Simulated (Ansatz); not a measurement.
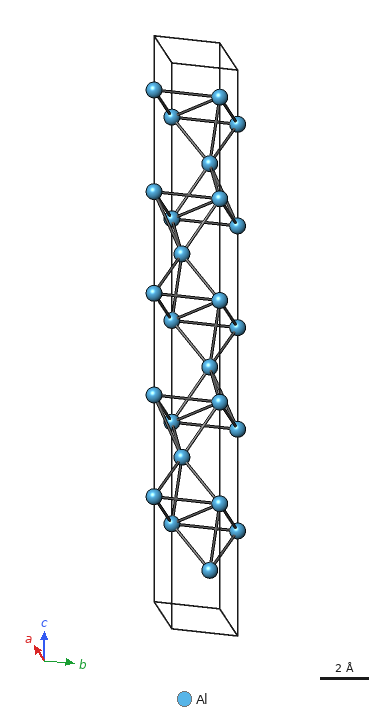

The figure gives a ball-and-stick picture of the atoms, viewed from a general direction. Atoms at the boundary of the conventional unit cell (the box) are drawn once for each face, edge or corner they touch.

Al, space group P3m1 (No. 156), a = 2.85 Å, b = 2.85 Å, c = 26.11 Å, α = 90.00°, β = 90.00°, γ = 120.00°.

Electronic-structure method: DFT PBE, scalar-relativistic, plane waves, PAW (Ansatz). Parameters: wavefunction cutoff 420 eV, a 12×12×1 k-point grid, Gaussian smearing of 0.1 eV, no spin polarisation.

### Metal or not?

A metal: bands cross the Fermi level.

### Which way would the volume go on relaxing?

The computed pressure is -0.6 GPa (stretched: it would shrink).

It goes back to a structure listed in the Materials Project, from which a slab was cut. Earlier steps of the study, as a rule a relaxation of our own, may have changed the cell and positions, so they can lie some per cent off the listed ones. It was run through Ansatz as a DFT input.
